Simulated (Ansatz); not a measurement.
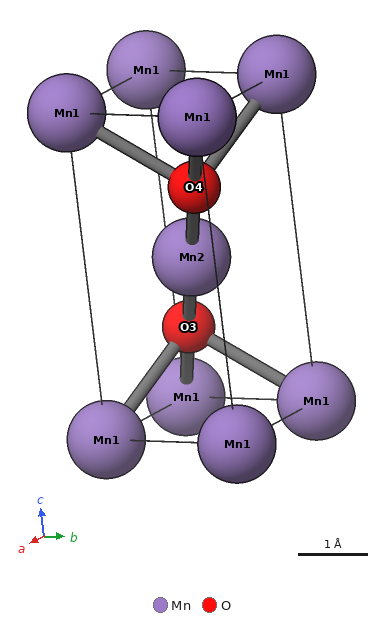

*The input geometry (ball-and-stick view of the reduced cell, seen slightly off an axis; atoms are numbered from 1 in the order of the input). An atom can appear more than once, as a periodic image.*

Near neighbours in the periodic cell (some may lie outside the picture): Mn has 6 O at 2.22 Å; O has 6 Mn at 2.22 Å.

MnO: single-point calculation (part 1 of 2)

System: MnO (Fm-3m, 4 atoms in the cell).
Method: DFT, HSE06, PAW, plane waves, scalar-relativistic, spin-polarised (Ansatz 0.2.0).

The structure derives from an entry of the Crystallography Open Database. It belongs to a series of runs on one base structure; here: parallel moments, plain SCF. Figures and captions count atoms from 1; the log counts them from 0 in places.

## Input file
```yaml
crystal:
  lattice:
    - [0.0, 4.4446, 4.4446]
    - [2.2223, 0.0, 2.2223]
    - [2.2223, 2.2223, 0.0]
  atoms:
    - { symbol: Mn, position: [0.0, 0.0, 0.0], spin: 4.5 }
    - { symbol: Mn, position: [0.5, 0.0, 0.0], spin: 4.5 }
    - { symbol: O, position: [0.25, 0.5, 0.5] }
    - { symbol: O, position: [0.75, 0.5, 0.5] }
magnetization:
  spin_polarized: true
hamiltonian:
  xc: hse06
  pseudopotentials: { kind: paw }
basis:
  ecutwfc: 420
kpoints:
  mp_grid: { grid: [3, 5, 5] }
scf:
  occupations: { method: gaussian, width: 0.05 }
  lower_state_search: "off"
output:
  forces: true
  stress: true
  write_density: true
  write_potential: true
  elf: true
  volumetric_format: npy
```

Run on 4 threads of Arm Neoverse V2, 24 GiB of memory available, shared host.

Launch command:
```bash
ansatz run input.yaml --threads 4 --pin off --max-ram 10240MiB --backend cpu --events-out ev --progress --plain --runs-dir out
```

## The program's output
```
Warning: crystal.symmetry: narrowed to the stabiliser of the k-point mesh — unitary ops 24 → 8; excluded 16 operations that carry a point of the 3×5×5 mesh (shift [0, 0, 0]) off the mesh (the run samples exactly the mesh kpoints.mp_grid names, as under crystal.symmetry.detect: false, and its converged state has the mesh's symmetry, not the crystal's; ε∞, the Born charges and the force constants of a linear response (`dielectric:` by the response, `phonons.method: dfpt`) are averaged over those of the crystal's operations that the state keeps within a tolerance, where `mesh_tensors`, `unaveraged_element` or `gamma_mean_max_change_ev_ang2` stands beside them; a row that `dielectric.field_direction` solves alone is averaged likewise, with nothing beside; a Γ-centred mesh of equal divisions is mapped onto itself by every operation and keeps the whole group, as does a half-shifted one under kpoints.further_shifts: images)
Warning: output.stress: scf.convergence.dr2_threshold = 1e-7 eV (the SCF's general default) is looser than the 4e-10 eV advised for a printed stress (1e-10 eV for each atom of the cell: 4). What an SCF threshold leaves in a stress goes as its square root, and in the free energy as the threshold itself, and one threshold admits the most on a small cell: of the crystals measured, under no hybrid functional and no lock of the moments, on runs that ended without the residual-converged pass, on stresses that held no estimate of that error, the worst erred by over 100 MPa in a component at 1e-7 eV an atom and by under 5 at 1e-10. Set scf.convergence.dr2_threshold to 4e-10 eV or tighter. The threshold is an SCF's pass mark: one that does not reach it within its budget of iterations ends unconverged, or closes short of it on a stop that the run arms, and scf.convergence.dr2_threshold's page says what that costs each kind of run
Warning: output.stress: scf.exx.energy_threshold = 1e-6 eV is looser than the 4e-8 eV advised for a stress under a hybrid functional (1e-8 eV for each atom of the cell: 4). Every SCF of the exchange loop can meet its threshold on dr2 while the loop round them stops early: no threshold on dr2 bounds what that leaves in the stress. Set scf.exx.energy_threshold to 4e-8 eV or tighter. The threshold is the loop's pass mark: a loop that does not reach it within its budget of cycles ends unconverged, and scf.exx.energy_threshold's page has the law
Engine: ansatz 0.2.0, aarch64-unknown-linux-gnu
Pseudopotentials: kind: paw
Pseudopotential: Mn, paw, valence charge 15, recommended cutoff 420 eV (normal), Mn.paw.azcp
Pseudopotential: O, paw, valence charge 6, recommended cutoff 420 eV (normal), O.paw.azcp
Functional definition: HSE06
  parameter a = 0.25
  parameter omega = 0.11/bohr
  exchange = pbe_x - a*pbe_x_sr(omega) + a*exact_x_sr(omega)
  correlation = pbe_c
Crystal: 4 atoms, lattice volume = 43.900 Å³
Basis set: ecut = 420 eV, 845 PW (Γ), exchange–correlation on 90×48×48 points (8 copies of the dense FFT grid, shifted against one another)
Bands: 31, of which v1, the nominal top of the filled ones, is band 21 counted from 1 (20 counted from 0)
Symmetry: 8 space group operations
k-points: 24 of 75
Non-local potential: Mn, projectors of the file, l = 0: 3, l = 1: 2, l = 2: 3, l = 3: 1
Non-local potential: O, projectors of the file, l = 0: 2, l = 1: 2, l = 2: 1
PAW form: soft (Blöchl's): semilocal exchange-correlation on the pseudo side does not see the compensation charge
PAW frozen core: Mn, regenerated for the run's functional, and the local potential with it (the file was generated under x = pbe(κ = 0.804, μ = 0.2195149727645171), c = pbe(β = 0.06672455060314922))
PAW frozen core: O, regenerated for the run's functional, and the local potential with it (the file was generated under x = pbe(κ = 0.804, μ = 0.2195149727645171), c = pbe(β = 0.06672455060314922))
PAW one-centre angular grid: Mn, 590 points (default); XC on 64 Gauss nodes
PAW one-centre angular grid: O, 110 points (default); XC on 96 Gauss nodes
Initial density: superposition of atomic densities (chi_scale 0.1, normalization cell, long waves kept (reshape's long-wave potential 0.00 eV rms))
Starting moments: Σ|m| = 9 μB on 2 of 4 sites
Initial wavefunctions: pseudopotential atomic-orbital guess
Functional: x = pbe(κ = 0.804, μ = 0.2195149727645171), c = pbe(β = 0.06672455060314922), warm-up for x = pbe(κ = 0.804, μ = 0.2195149727645171) + 0.25 (exact − pbe) at short range (hse, ω = 0.20786987370883472 Å⁻¹), c = pbe(β = 0.06672455060314922); [...]
iter 1 solved again at ethr=7.88e-2 eV; its pass at ethr=1.00e-1 eV (dr2=3.31e1 eV) is discarded
SCF iter   1: F=—  HF=-8937.014754 eV  |F-HF|=—  |Δ(HF+E_count)|=         —  Δρ=1.67e-1 (↑1.18e-1 ↓1.67e-1)  dr2=3.29e1  dr2_m=3.50e-1  M=7.852 μB ∫|m|=7.852 μB  β_m=0.30  ethr=7.88e-2  ⟨swp⟩=2.0  Hψ=7132  notcnv=0
preconditioner: auto → Kerker (q_TF=auto, 2.708 Å⁻¹)  [metal: Δε(μ)=0.020 eV  Ē_g=10.644 eV  σ=0.050 eV  W_gap=0.22  n_scr=16 (ndim 8)  ℏωp=28.6 eV  f_vac=0.000  D(μ)=4.22/eV (n_scr^D=48)]
spin=Collinear: Kerker preconditioning applied to the charge; magnetization (m = ρ↑ − ρ↓) channel mixes plain (no charge-response kernel on spin).
iter 2 solved again at ethr=3.05e-3 eV; its pass at ethr=7.82e-2 eV (dr2=1.28e0 eV) is discarded
SCF iter   2: F=—  HF=-8932.491924 eV  |F-HF|=—  |Δ(HF+E_count)|=    4.52e0  Δρ=5.09e-2 (↑5.09e-2 ↓1.82e-2)  dr2=1.03e0  dr2_m=3.34e-1  M=9.464 μB ∫|m|=9.464 μB  β_m=0.30  ethr=3.05e-3  ⟨swp⟩=3.9  Hψ=6599  notcnv=0  defer=5
Mixer restart at iter 2: flushing history
eigensolver tolerance schedule: the retry pair's looser diagonalisation over-reported the residual by 0.24 of it (diagonalisation noise at 0.25 of the residual, at the tolerance the schedule requests for it); recorded, not acted on — ethr = c·dr2/N_el stays at c = 1.0e-1
spin-set hold released at iteration 2 (the charge has settled, or the pull on large starting moments outlasts its swing): the magnetisation degrees of freedom join the quasi-Newton model from the next iteration; the mixer history was flushed
SCF iter   3: F=—  HF=-8932.382871 eV  |F-HF|=—  |Δ(HF+E_count)|=   1.09e-1  Δρ=3.60e-2 (↑3.60e-2 ↓1.60e-2)  dr2=5.25e-1  dr2_m=1.86e-1  M=9.546 μB ∫|m|=9.546 μB  β_m=0.65  ethr=2.46e-3  ⟨swp⟩=2.1  Hψ=2979  notcnv=0  defer=2
SCF iter   4: F=—  HF=-8932.342509 eV  |F-HF|=—  |Δ(HF+E_count)|=   4.04e-2  Δρ=5.71e-3 (↑3.81e-3 ↓5.71e-3)  dr2=2.29e-2  dr2_m=7.64e-4  M=9.664 μB ∫|m|=9.664 μB  β_m=0.74  ethr=1.25e-3  ⟨swp⟩=3.6  Hψ=3895  notcnv=0  defer=3
SCF iter   5: F=—  HF=-8932.351009 eV  |F-HF|=—  |Δ(HF+E_count)|=   8.50e-3  Δρ=3.99e-3 (↑3.99e-3 ↓3.22e-3)  dr2=1.56e-2  dr2_m=2.55e-4  M=9.676 μB ∫|m|=9.676 μB  β_m=0.77  ethr=5.44e-5  ⟨swp⟩=3.8  Hψ=4006  notcnv=0
SCF iter   6: F=—  HF=-8932.351946 eV  |F-HF|=—  |Δ(HF+E_count)|=   9.38e-4  Δρ=9.40e-4 (↑8.23e-4 ↓9.40e-4)  dr2=9.65e-4  dr2_m=1.15e-5  M=9.674 μB ∫|m|=9.674 μB  β_m=0.83  ethr=3.71e-5  ⟨swp⟩=2.8  Hψ=3035  notcnv=0
SCF iter   7: F=—  HF=-8932.352440 eV  |F-HF|=—  |Δ(HF+E_count)|=   4.94e-4  Δρ=3.98e-4 (↑3.98e-4 ↓2.56e-4)  dr2=1.04e-4  dr2_m=1.03e-5  M=9.675 μB ∫|m|=9.675 μB  β_m=0.91  ethr=2.30e-6  ⟨swp⟩=3.5  Hψ=2932  notcnv=0
SCF iter   8: F=—  HF=-8932.352549 eV  |F-HF|=—  |Δ(HF+E_count)|=   1.09e-4  Δρ=2.64e-4 (↑2.64e-4 ↓2.17e-4)  dr2=3.66e-5  dr2_m=1.09e-5  M=9.675 μB ∫|m|=9.675 μB  β_m=0.82  ethr=2.48e-7  ⟨swp⟩=3.9  Hψ=3460  notcnv=0
SCF iter   9: F=—  HF=-8932.352544 eV  |F-HF|=—  |Δ(HF+E_count)|=   4.73e-6  Δρ=6.25e-5 (↑6.25e-5 ↓6.04e-5)  dr2=2.11e-6  dr2_m=8.09e-7  M=9.675 μB ∫|m|=9.675 μB  β_m=0.91  ethr=8.72e-8  ⟨swp⟩=2.9  Hψ=2652  notcnv=0
SCF iter  10: F=—  HF=-8932.352545 eV  |F-HF|=—  |Δ(HF+E_count)|=   1.24e-6  Δρ=1.17e-5 (↑1.17e-5 ↓1.15e-5)  dr2=1.13e-7  dr2_m=1.51e-8  M=9.675 μB ∫|m|=9.675 μB  β_m=0.95  ethr=5.01e-9  ⟨swp⟩=3.9  Hψ=3355  notcnv=0
SCF iter  11: F=—  HF=-8932.352545 eV  |F-HF|=—  |Δ(HF+E_count)|=   8.96e-9  Δρ=1.01e-6 (↑1.01e-6 ↓6.76e-7)  dr2=9.23e-10  dr2_m=3.89e-11  M=9.675 μB ∫|m|=9.675 μB  β_m=0.96  ethr=2.68e-10  ⟨swp⟩=3.1  Hψ=3130  notcnv=0
SCF iter  12: F=-8932.352545 eV  HF=-8932.352545 eV  |F-HF|=1.07e-10  |Δ(HF+E_count)|=  8.71e-10  Δρ=4.84e-7 (↑4.84e-7 ↓2.79e-7)  dr2=2.00e-10  dr2_m=9.74e-12  M=9.675 μB ∫|m|=9.675 μB  ethr=2.20e-12  ⟨swp⟩=4.2  Hψ=3541  notcnv=0
SCF 1 converged in 12 iterations: F = -8932.352545 eV  dr2 = 2.00e-10
  greatest PAW one-centre occupation: 1.004 electrons in one spin orbital (limit 2), on the Mn atom at site 1 (counted from 0), in its partial waves of l = 1
Initial density: handed on by an earlier stage of this run
Starting moments: Σ|m| = 9 μB on 2 of 4 sites; this step starts from the density that it was given
Initial wavefunctions: those handed on with the density
Functional: x = pbe(κ = 0.804, μ = 0.2195149727645171) + 0.25 (exact − pbe) at short range (hse, ω = 0.20786987370883472 Å⁻¹), c = pbe(β = 0.06672455060314922); HSE06 as pw.x's `hse` composes it (authors' and Libxc's form: `xc: wpbeh`)
Exchange kernel: α = 0.2500, screened, ω = 0.2079 Å⁻¹, Wigner–Seitz truncation, v(0) = 1030.8674 eV·Å³, q-mesh 3×5×5, nearest image of the exchange supercell L = 15.71 Å, pair-density grid 30×15×15, without the augmentation charges, whose exchange is taken in its separable form by FFT convolution over the k-point  [...]
Frozen-core exchange: fock
iter 1 solved again at ethr=3.16e-4 eV; its pass at ethr=1.00e-1 eV (dr2=1.33e-1 eV) is discarded
SCF iter   1: F=—  HF=-8932.747363 eV  |F-HF|=—  |Δ(HF+E_count)|=         —  Δρ=2.23e-2 (↑2.23e-2 ↓1.90e-2)  dr2=1.36e-1  dr2_m=1.46e-1  M=10.000 μB ∫|m|=10.000 μB  β_m=0.30  ethr=3.16e-4  ⟨swp⟩=4.5  Hψ=6950  notcnv=0
preconditioner: auto → none  [insulator: Δε(μ)=0.803 eV  Ē_g=14.453 eV  σ=0.050 eV  W_gap=1.00  n_scr=16 (ndim 8)  ℏωp=28.6 eV  f_vac=0.000  D(μ)=0.00/eV (n_scr^D=0)]
SCF iter   2: F=—  HF=-8932.829892 eV  |F-HF|=—  |Δ(HF+E_count)|=   8.25e-2  Δρ=1.93e-2 (↑1.93e-2 ↓1.35e-2)  dr2=4.06e-2  dr2_m=9.84e-2  M=10.000 μB ∫|m|=10.000 μB  β_m=0.56  ethr=2.90e-4  ⟨swp⟩=3.7  Hψ=3368  notcnv=0  defer=1
SCF iter   3: F=—  HF=-8932.838670 eV  |F-HF|=—  |Δ(HF+E_count)|=   8.78e-3  Δρ=3.63e-3 (↑2.05e-3 ↓3.63e-3)  dr2=5.79e-3  dr2_m=9.83e-4  M=10.000 μB ∫|m|=10.000 μB  β_m=0.58  ethr=9.62e-5  ⟨swp⟩=3.5  Hψ=4301  notcnv=0
SCF iter   4: F=—  HF=-8932.835139 eV  |F-HF|=—  |Δ(HF+E_count)|=   3.53e-3  Δρ=9.61e-4 (↑8.52e-4 ↓9.61e-4)  dr2=1.70e-4  dr2_m=2.85e-4  M=10.000 μB ∫|m|=10.000 μB  β_m=0.60  ethr=1.30e-5  ⟨swp⟩=3.0  Hψ=4203  notcnv=0  defer=1
SCF iter   5: F=-8932.835139 eV  HF=-8932.835168 eV  |F-HF|=2.89e-5  |Δ(HF+E_count)|=   2.93e-5  Δρ=3.93e-4 (↑3.93e-4 ↓1.86e-4)  dr2=3.61e-5  dr2_m=2.01e-5  M=10.000 μB ∫|m|=10.000 μB  ethr=3.58e-7  ⟨swp⟩=3.6  Hψ=3216  notcnv=0  defer=1
SCF 2 stopped early in 5 iterations: F = -8932.835139 eV  dr2 = 3.61e-5
  greatest PAW one-centre occupation: 1.007 electrons in one spin orbital (limit 2), on the Mn atom at site 1 (counted from 0), in its partial waves of l = 1
hybrid outer 1: dexx = +1.129e-1 eV, tail = 4.44e-4 eV
Exchange kernel: α = 0.2500, screened, ω = 0.2079 Å⁻¹, Wigner–Seitz truncation, v(0) = 1030.8674 eV·Å³, q-mesh 3×5×5, nearest image of the exchange supercell L = 15.71 Å, pair-density grid 30×15×15, without the augmentation charges, whose exchange is taken in its separable form by FFT convolution over the k-point  [...]
Frozen-core exchange: fock
```
